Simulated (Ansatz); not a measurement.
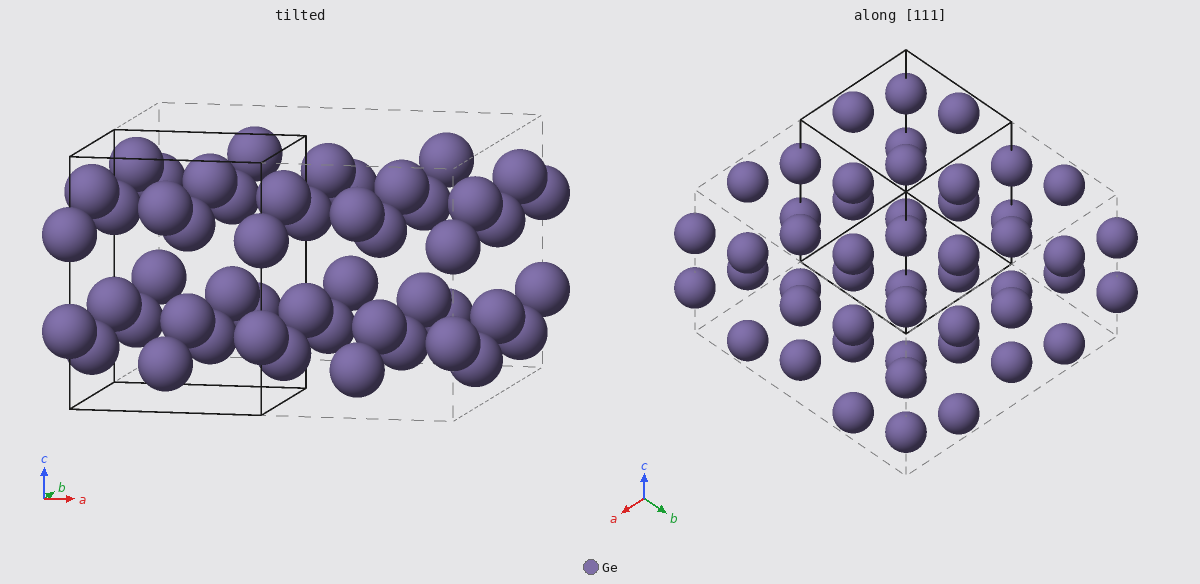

Spheres-only representation of a periodic structure, projected slightly off an axis and along [111]. The structure is repeated 2×2×1 times; solid lines mark one conventional unit cell.

In words:

- The element is germanium.
- The space group is Fmmm (No. 69); the lattice is face-centred orthorhombic.
- The cell holds eight atoms.
- Around each Ge lie five Ge.

The initial geometry was a structure listed in the Materials Project, with elements exchanged, so it need not be a known form of the compound. It was relaxed with DFT PBE, scalar-relativistic, plane waves, PAW in Ansatz.
